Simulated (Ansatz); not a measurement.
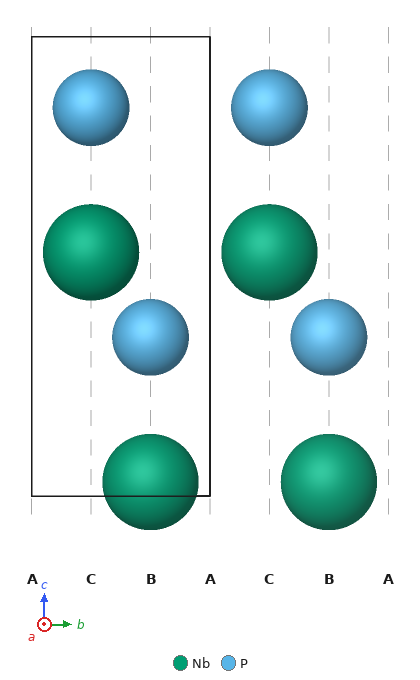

The picture looks along a close-packed row of the hexagonal mesh; c points upwards. The dashed lines mark the three columns A (0, 0), B (1/3, 2/3) and C (2/3, 1/3). The sequence starts with the first layer at or above the cell's origin.

NbP (space group P6_3mc, No. 186): the end point of a relaxation with Ansatz 0.2.0, DFT, PBE, PAW with Ansatz's default frozen-core files, scalar-relativistic; the starting structure was generated, so it need not be a known form of this composition.

Q: List the layers of one repeat.

A: Nb(B) – P(B) – Nb(C) – P(C) (four layers in 7.68 Å).

Q: How are the P layers alone stacked?

A: P layers alone: BC, the hexagonal type.

Q: Which positions between or in the P layers do the other atoms fill?

A: Nb: two tetrahedral sites in each hexagonal cell.

Q: What short polytype symbol fits?

A: Polytype symbol 2H, the symbol of a tetrahedral polytype (number of double layers in the repeat and lattice).

Heights of the layers:

```
layer  atoms (column)  height (Å)  to next (Å)
    1           Nb(B)        0.23         2.42
    2            P(B)        2.65         1.42
    3           Nb(C)        4.07         2.42
    4            P(C)        6.49         1.42
```
